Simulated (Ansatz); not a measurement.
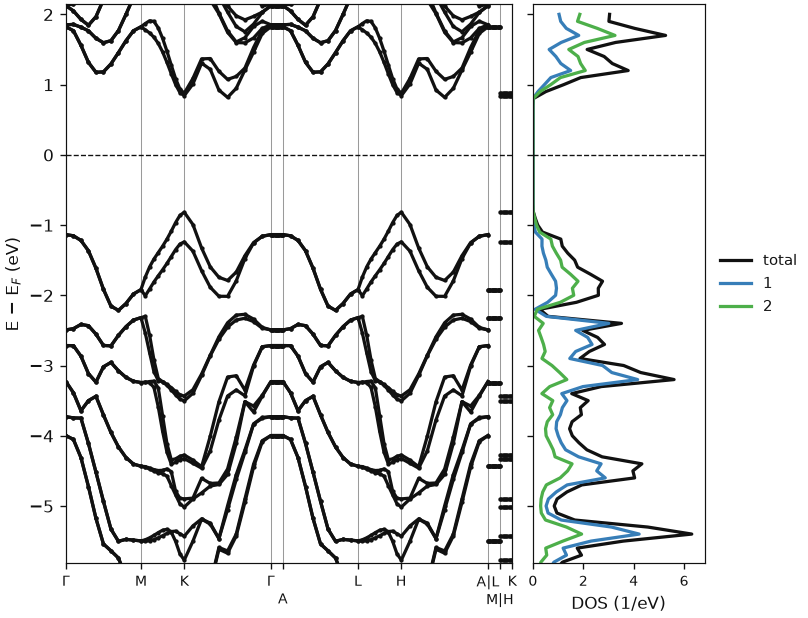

Band structure and density of states. Energies are counted from the Fermi level. The partial curves are projected on Löwdin-orthogonalised atomic shells.

The material is WS2, space group P-6m2, 3 atoms in the cell; a = 3.16 Å, b = 3.16 Å, c = 16.94 Å, α = 90.00°, β = 90.00°, γ = 120.00°.

Computed with Ansatz: DFT PBE+D3(BJ), spin-orbit coupling, plane waves, PAW, 12×12×2 k mesh, 420 eV cutoff.

Question: Assign each number in the legend. The candidates: S, W.

Answer: 1 is S; 2 is W.

Question: Read off the fundamental gap and say whether it is direct.

Answer: A semiconductor. The gap along this path is 1.64 eV, from the valence-band top at K to the conduction-band bottom between K and Γ; the smallest direct gap, at K, is only slightly larger at 1.66 eV.
